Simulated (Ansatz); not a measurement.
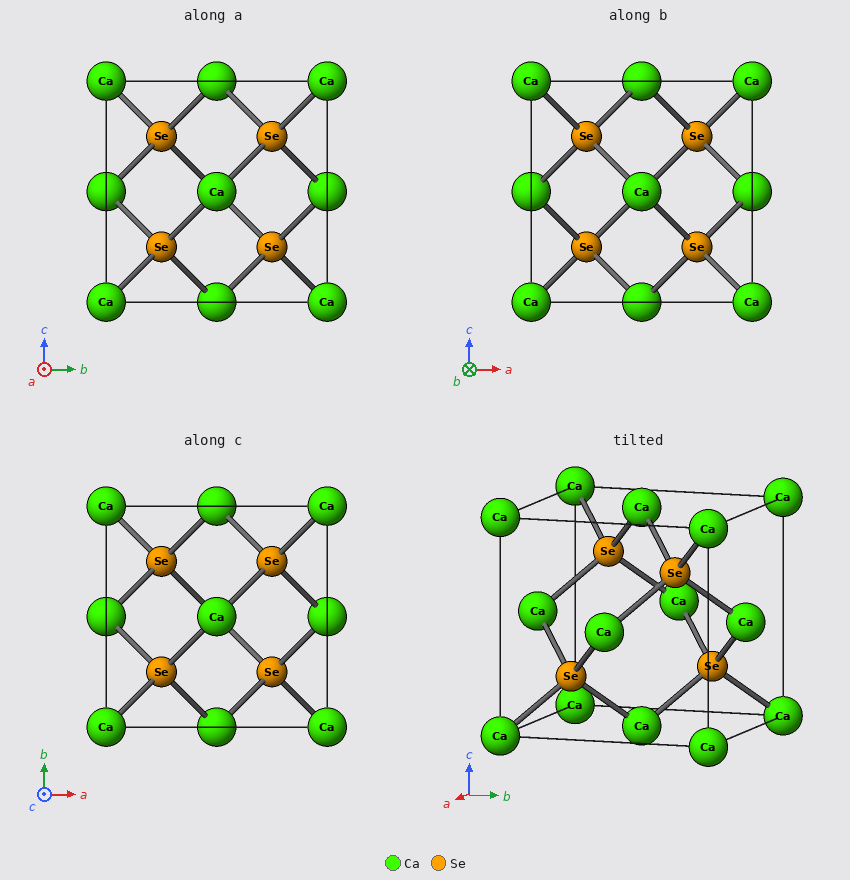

Drawn in the ball-and-stick manner and seen along the a axis, along the b axis, along the c axis and slightly off an axis. One conventional unit cell is framed, with atoms on its boundary repeated.

Lattice parameters: a = 6.4704 Å, b = 6.4704 Å, c = 6.4704 Å, α = 90.000°, β = 90.000°, γ = 90.000°.

Set out the cell and atoms as a CIF with its space group and independent sites.

Answer.
```cif
data_structure
_symmetry_space_group_name_H-M 'F -4 3 m'
_symmetry_Int_Tables_number 216
_cell_length_a 6.4704
_cell_length_b 6.4704
_cell_length_c 6.4704
_cell_angle_alpha 90.000
_cell_angle_beta 90.000
_cell_angle_gamma 90.000
_cell_volume 270.89
loop_
_atom_site_label
_atom_site_type_symbol
_atom_site_symmetry_multiplicity
_atom_site_Wyckoff_symbol
_atom_site_fract_x
_atom_site_fract_y
_atom_site_fract_z
_atom_site_occupancy
Ca1 Ca 4 a 0.0000 0.0000 0.0000 1
Se1 Se 4 d 0.2500 0.2500 0.7500 1
```

The structure comes from a structure type filled with these elements by a generator (whether the compound takes this form wasn't checked). The cell was then strained or its atoms displaced on purpose. A calculation with Ansatz used it as input.
